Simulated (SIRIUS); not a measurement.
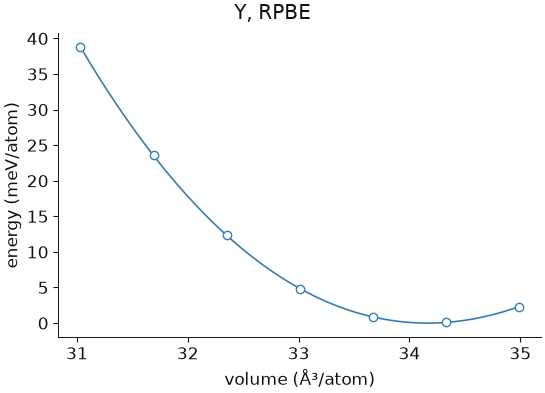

The picture above shows the energy against volume for Y, space group P6_3/mmc (No. 194).

Cell as given: a = 3.647 Å, b = 3.647 Å, c = 5.731 Å, α = 90.00°, β = 90.00°, γ = 120.00°; 2 atoms.

How it was computed, with SIRIUS 7.12.0: all-electron LAPW DFT, no spin polarisation; energies at scaled volumes of the given cell, shape and fractions fixed, counted from the fit's minimum, third-order Birch-Murnaghan fit. Level: RPBE.

| setting | value |
| --- | --- |
| k mesh | 8×8×5 |
| occupations | Fermi–Dirac |
| smearing width | 0.05 eV |
| potentials | all electron FP LAPW |
| program settings | basis apw+lo standard, gk cutoff 3.46 1/bohr, pw cutoff 20 1/bohr |

Give the fitted equation-of-state parameters.

A third-order Birch–Murnaghan fit gives V0 = 34.16 Å³/atom, B0 = 38.3 GPa.

Caveats: shape and atomic fractions are frozen while scaling, which makes layered, chain and framework solids too stiff.
